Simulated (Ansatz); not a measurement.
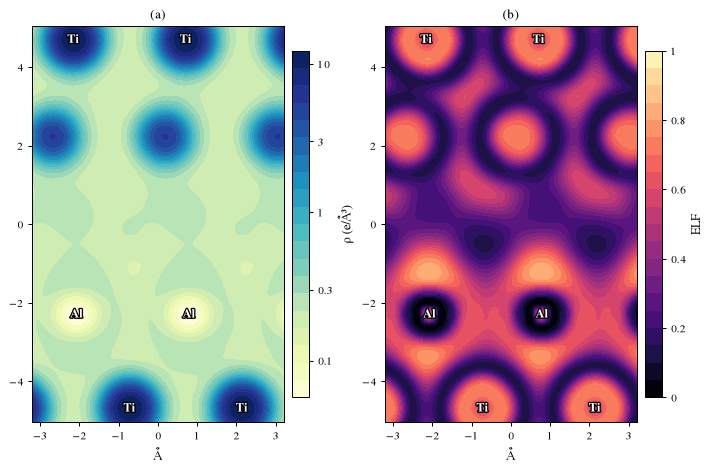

Figure 1: Ti$_{3}$Al. (a) valence pseudo-density; (b) electron localisation function on the (011) plane of the conventional cell.

Space group Pm; a point of a scan over the structure, not its minimum; a structure from a database of computed crystals, not necessarily the ambient phase; computed without spin polarisation; PAW files of the earlier set (soft_1).

These are results of DFT LDA, scalar-relativistic, plane waves, PAW (Ansatz 0.2.0), not measurements.

The density is the valence pseudo-density of a PAW calculation; it isn't the true density close to the nuclei.

```
Ti Al
1.0
     2.86094    0.00000    0.00000
     0.00000    0.00000   -9.05134
    -1.43047    2.47765    0.00000
Ti Al
3 1
Direct
  0.44834 0.00000 0.17350
  0.40897 0.24848 0.72204
  0.40897 0.75152 0.72204
  0.78562 0.50000 0.42042
```

**What do the fields say about this system?**

- The section cuts through Ti and Al sites.
- Atoms just off the plane (Ti, 0.5 Å away) can leave unmarked features too.
- Ti–Al (2.75 Å): ρ is about 0.23 e/Å³ halfway; the ELF is about 0.40 at the midpoint.
- Al–Al (2.86 Å): ρ at the midpoint is about 0.2 e/Å³; the ELF peaks at about 0.60 between the atoms.
- Ti–Al (2.83 Å): the density is about 0.21 e/Å³ at the midpoint; the ELF is about 0.40 at the midpoint.
- Ti–Ti (2.86 Å): the density is about 0.2 e/Å³ at the midpoint; the ELF is about 0.25 at the midpoint; no localised pair shows between them.
- Between the atoms the lowest density in this plane is 0.16 e/Å³.
- The features right at Ti lie inside the PAW spheres, where the map follows smoothed inner orbitals and isn't to be read closely.

**Does the calculation give a band gap?**

It is metallic or semimetallic at this level of theory: no gap opens.
